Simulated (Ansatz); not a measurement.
Input file:

```
crystal:
  lattice:
    - [3.664728624, -2.2675950539, 0.0]
    - [3.664728624, 2.2675950539, 0.0]
    - [0.0, 0.0, 9.4750824082]
  atoms:
    - { symbol: I, position: [0.8260772025, 0.1739227975, 0.8778207272] }
    - { symbol: I, position: [0.3260772025, 0.6739227975, 0.6221792728] }
    - { symbol: I, position: [0.1739227975, 0.8260772025, 0.1221792728] }
    - { symbol: I, position: [0.6739227975, 0.3260772025, 0.3778207272] }
basis:
  ecutwfc: 420
kpoints:
  mp_grid: { grid: [8, 8, 4] }
hamiltonian:
  xc: pbesol
scf:
  occupations: { method: gaussian, width: 0.02 }
output:
  forces: true
  stress: true
  eigenvalues: true
  write_density: true
  write_potential: true
  elf: true
  volumetric_format: npy
relax:
  adjacent_minimum: "off"
  f_tol: 0.005
  max_steps: 80
  cell: { stress_tol: 0.05 }
```

Command:

```sh
ansatz run input.yaml --threads 1 --pin off --max-ram 2560MiB --backend cpu --events-out ev --progress --plain --runs-dir out
```

Below, planes, directions and counts refer to the conventional cell (a = 7.52 Å, b = 4.38 Å, c = 9.64 Å, α = 90.00°, β = 90.00°, γ = 90.00°).

The fields are those of the run's last geometry, not of the input's.

Space group Cmce.

Computed with DFT PBEsol, scalar-relativistic, plane waves, PAW in Ansatz.

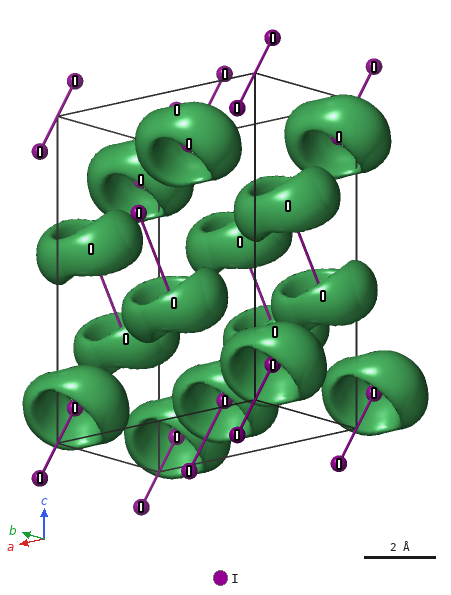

I. Isosurface of the ELF at 0.7 (green), seen at an oblique angle. Core shells and regions of very low density are left out. Sticks mark near contacts.

Core electrons are frozen (PAW), and the valence fields are smoothed inside the atomic spheres.

### Describe the localisation domains.

The surface consists of eight regions wrapped around I (the valence shell of each), counted in one cell of 8 atoms. Regions shared between cells count once. Profiles from the grid: I–I (2.81 Å): the ELF reaches about 0.60 near the midpoint.
